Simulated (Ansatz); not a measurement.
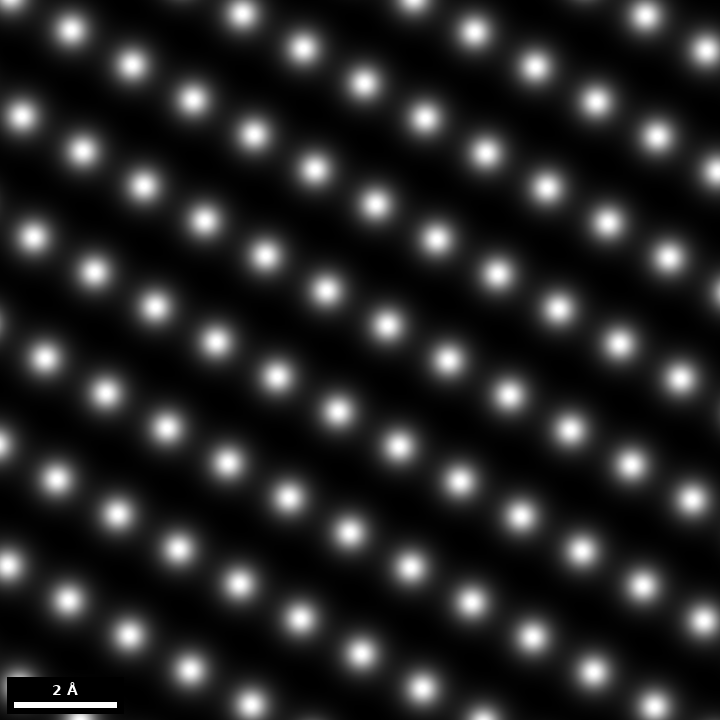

Map of the projected electrostatic potential of Co. Computed as the sum of neutral-atom potentials (tabulated electron scattering factors, B = 0.8 Å²) projected along the beam and smoothed by 0.25 Å; brighter is more positive.

Question: Measure the repeat of the pattern.

Answer: The pattern repeats on a rectangular net of 1.4 × 1.9 Å.

Question: What is the plane group of the image?

Answer: p2mm: mirror lines in two perpendicular directions, with twofold points where they cross.

Question: How many columns does the smallest repeating cell hold, and how many levels of brightness?

Answer: 1 column in the primitive cell of 2.6 Å², all of one brightness.

The crystal is Co (Im-3m, No. 229) seen along [110]. Model: the geometry given to an electronic-structure calculation, possibly off equilibrium; the starting structure was generated, so it need not be a known form of this composition.
